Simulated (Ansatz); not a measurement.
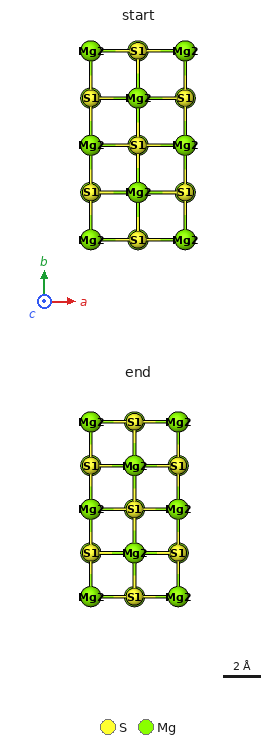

The structure of crystalline MgS (set up in Fm-3m) before (top) and after (bottom) a relaxation, at one scale.

Style: ball-and-stick. Shown: the conventional cell (4 times the calculation's cell), repeated 1 × 2 × 1 with one cell outlined, along the c axis. Lengths and directions refer to the drawn axes.

The run lets cell and atoms move.

Theory: Kohn-Sham DFT of a periodic cell, PBE, Ansatz PAW in Ansatz 0.2.0.

The input:
```yaml
crystal:
  lattice:
    - [0.0, 2.60165, 2.60165]
    - [2.60165, 0.0, 2.60165]
    - [2.60165, 2.60165, 0.0]
  atoms:
    - { symbol: S, position: [0.5, 0.5, 0.5] }
    - { symbol: Mg, position: [0.0, 0.0, 0.0] }
hamiltonian:
  xc: pbe
  pseudopotentials: { kind: paw }
kpoints:
  mp_grid: { grid: [9, 9, 9] }
scf:
  occupations: { method: fermi_dirac, width: 0.05 }
output:
  forces: true
  stress: true
  eigenvalues: true
  write_density: true
  write_potential: true
  elf: true
  volumetric_format: npy
relax:
  f_tol: 0.01
  max_steps: 40
  cell: { stress_tol: 0.05, p_target: 30.0 }
```

Run as
```bash
ansatz run input.yaml --threads 2 --pin off --max-ram 5632MiB --backend cpu --events-out ev --progress --plain --runs-dir out
```

Question: What changed between the two?

Answer: After 4 accepted moves (5 points after the start) the energy has risen by 296 meV per atom. With the target pressure of 30 GPa, the enthalpy E + pV changes by −384 meV per atom. All forces vanish by symmetry, so only the cell relaxes. Pressure: 1.16 GPa at the start and 30.00 GPa at the end. The SCF was repeated once at an unchanged geometry on a basis and grid sized afresh for the cell, which shifted the energy by 0.2 meV per atom at most. The atoms keep their places relative to the cell (all moves are under 0.005 Å). The drawn cell changes as follows: a = b = c 5.203 → 4.818 Å (−7.4 %); the volume changes by −20.6 %. Near-neighbour distances that change, for instance: S1–Mg2 2.602 → 2.409 Å. The space group stays Fm-3m (No. 225). Cost: 3 s on 2 threads of Arm Neoverse V2, with other jobs on the host, peak memory 0.29 GiB.
